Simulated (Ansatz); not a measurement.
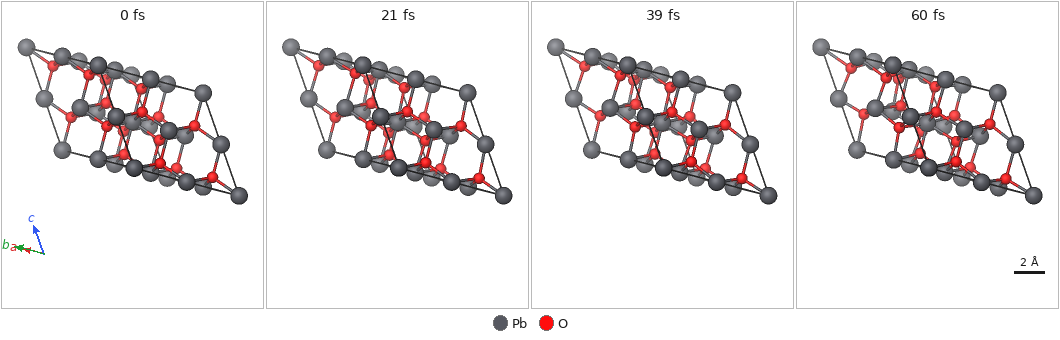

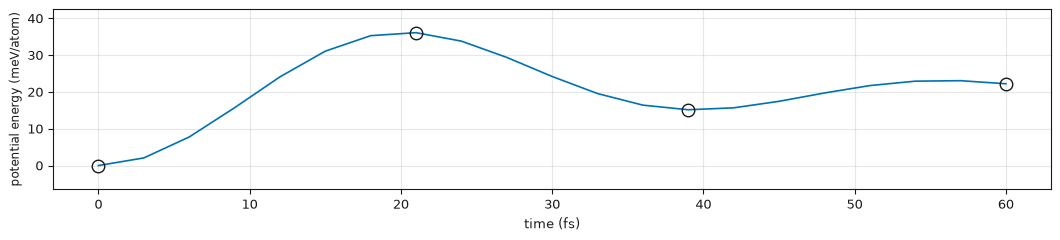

A Born-Oppenheimer molecular dynamics run of a 24-atom cell of PbO₂ (built on the fluorite type), 60 fs long. Frames and the history of the run. The picture is a ball-and-stick view of the reduced simulation cell, seen from a free direction. Bonds to atoms that aren't drawn are left out. Lengths and directions refer to the drawn axes.

The calculation used Ansatz, DFT, PBEsol, plane waves, PAW. Set-up: plane-wave cutoff 420 eV; k-point mesh 2 × 2 × 2; Fermi-Dirac smearing 0.039 eV; Nosé-Hoover thermostat (NVT); set temperature 450 K; time step 3 fs.

Describe the run.

Answer. Over the second half the temperature averages 313 K (spread ±22 K). That is still far from the set 450 K: the thermostat hasn't settled it within this run. The temperature is still climbing (188 K in the second quarter, 306 K in the last), so the run isn't equilibrated. The potential energy in the second half lies on average 19.8 meV per atom above the first frame. Root-mean-square distances from the starting positions over the second half, with the common drift of all atoms taken out: O 0.17 Å, Pb 0.08 Å. The run lasts only 60 fs, too short to tell vibration from diffusion. The conserved quantity stays between 0 and 0.48 meV per atom of its start. A straight-line fit has a slope that amounts to +0.11 meV per atom over 60 fs (0.3 % of the mean kinetic energy), its mean offset in the second half is 0.7 %, and the ripple about the line is 1.3 % of the kinetic energy's fluctuation. With a drift under 2 % and a ripple under 7 %, the integration is accurate.

Limits of the set-up: the k-point mesh is coarse for a cell with partly filled bands.

The run took 2.7 min on 4 threads of Arm Neoverse N1, with other jobs on the host, peak memory 1.3 GiB.
